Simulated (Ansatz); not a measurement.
# Calculations on V

**1. Relaxation**

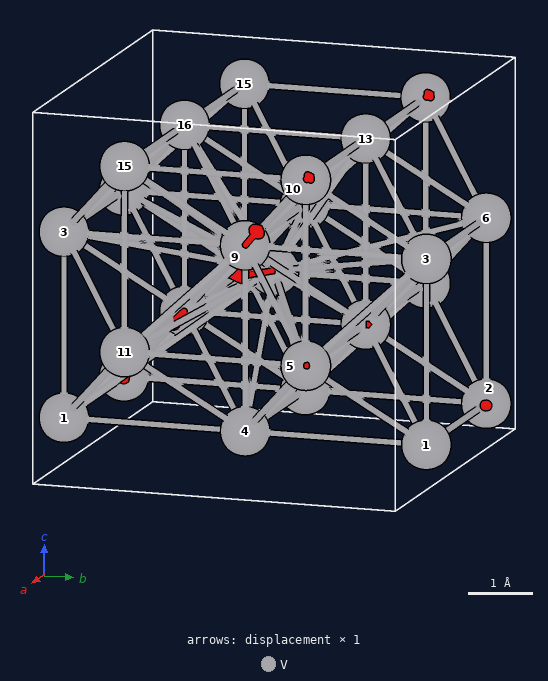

This is a relaxation of a defect cell of composition V. The starting structure is drawn; red arrows show the displacements, at their true length.

A ball-and-stick model of the cell of the calculation, reduced to other axes (origin shifted), seen slightly off an axis. Lengths and directions refer to the drawn axes.

It is an interstitial V in bcc V. The run prepares the start of a later molecular dynamics calculation, from a guessed geometry.

All numbers below come from DFT PBE, scalar-relativistic, plane waves, PAW in Ansatz 0.2.0. (plane-wave cutoff 420 eV; k-point mesh 2 × 2 × 2; occupations fermi dirac; smearing width 0.15 eV; no spin polarisation; atoms relaxed in a fixed cell; force threshold 0.08 eV/Å; at most 25 steps)

Question: What happened in the run?

Answer: A V atom moves most: 0.83 Å along [1 −1 0]. The lattice vectors keep their values. Near-neighbour distances that change, for instance: V–V 2.615 → 4.105 Å, V–V 3.491 → 4.353 Å, V–V 3.477 → 4.337 Å, V–V 3.435 → 2.609 Å. Bonds break: V–V (2.62 → 4.10 Å). After 9 accepted moves (10 points after the start) the energy has fallen by 9.492 eV per cell of the calculation. Largest force component: 13 eV/Å at the start, 0.062 eV/Å at the end. 1 step only repeated the SCF at the same geometry. The run took 67 s on 2 threads of Arm Neoverse V2 (shared host), peak memory 0.72 GiB.

Limits of the set-up: the k-point mesh is coarse for a cell with partly filled bands; the program's low-accuracy preset was used; the periodic images lie only 6.0 Å apart, so the values are limited by the cell's size.

**2. Dynamics**

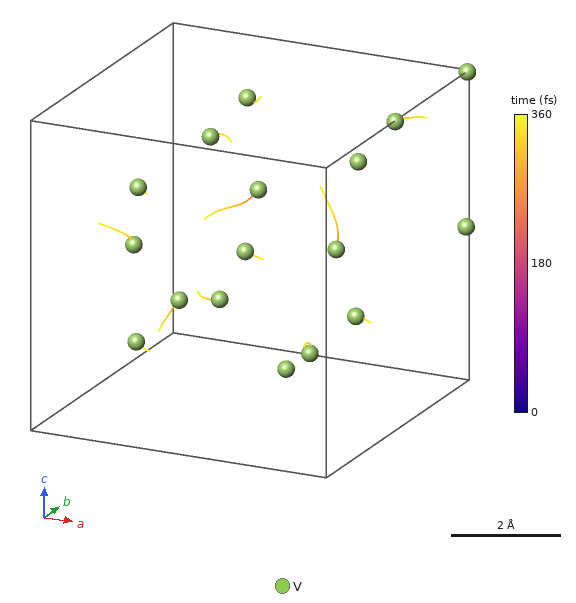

Molecular dynamics of V with an interstitial V (17 atoms in the cell), 360 fs long. Lines trace each atom's path, coloured by time; spheres stand at the starting positions. Seen slightly off an axis in the simulation cell.

These are results of DFT PBE, scalar-relativistic, plane waves, PAW (Ansatz), not measurements. Settings: plane-wave cutoff 420 eV; k-point mesh 2 × 2 × 2; Fermi-Dirac smearing 0.15 eV; low-accuracy preset; Nosé-Hoover thermostat (NVT); set temperature 1800 K; time step 3 fs; atoms at rest at the start; thermostat time 100.0 fs.

### What do the traces tell about the motion?

Root-mean-square distances from the starting positions over the second half, with the common drift of all atoms taken out: V 0.22 Å. Against the typical shortest distance between atoms in the first frame, about 2.4 Å these are large excursions, but over 360 fs one can't yet tell strong vibration from the start of diffusion. The atoms start at rest, so the thermostat has only the motion that the forces set off to work on.

Limits of the set-up: the k-point mesh is coarse for a cell with partly filled bands; the program's low-accuracy preset was used; the periodic images lie only 6.0 Å apart, so the values are limited by the cell's size.

Cost: 8.3 min on 2 threads of Arm Neoverse V2 (shared host), peak memory 0.82 GiB.

**3. Dynamics**

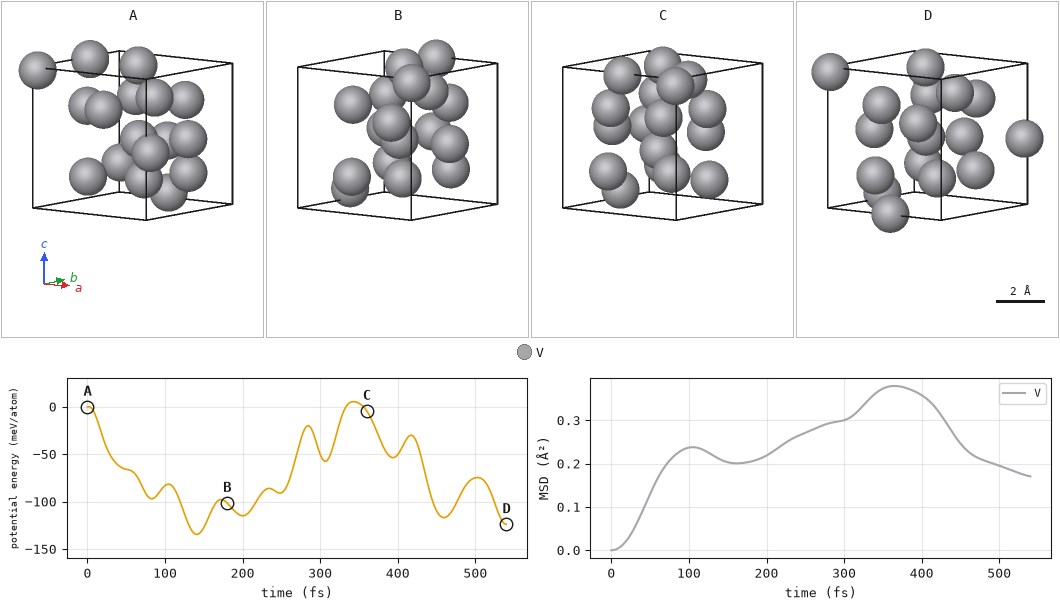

A Born-Oppenheimer molecular dynamics run of V with an interstitial V (17 atoms in the cell), 540 fs long. It starts from the last geometry of an earlier run, with fresh velocities. Frames (A at 0 fs, B at 180 fs, C at 360 fs, D at 540 fs) and the history of the run. The picture is a spheres-only view of the simulation cell, seen from a free direction. Atoms that leave the cell re-enter on the other side.

These are results of Ansatz 0.2.0, DFT PBE, scalar-relativistic, plane waves, PAW, not measurements. Set-up: plane-wave cutoff 420 eV; k-point mesh 2 × 2 × 2; Fermi-Dirac smearing 0.15 eV; low-accuracy preset; Nosé-Hoover thermostat (NVT); set temperature 1260 K; time step 3 fs; thermostat time 50.0 fs.

What happens in this trajectory?

The mean temperature in the second half is 1281 K (standard deviation 250 K). The potential energy is still drifting at the end, so the run hasn't reached equilibrium. The potential energy in the second half lies on average 56.1 meV per atom below the first frame. Root-mean-square distances from the starting positions over the second half, with the common drift of all atoms taken out: V 0.54 Å. Against the typical shortest distance between atoms in the first frame, about 2.3 Å these are large excursions, but over 540 fs one can't yet tell strong vibration from the start of diffusion.

Limits of the set-up: the k-point mesh is coarse for a cell with partly filled bands; the program's low-accuracy preset was used; the periodic images lie only 6.0 Å apart, so the values are limited by the cell's size.

The run took 15 min on 2 threads of Arm Neoverse V2 (shared host), peak memory 0.81 GiB.
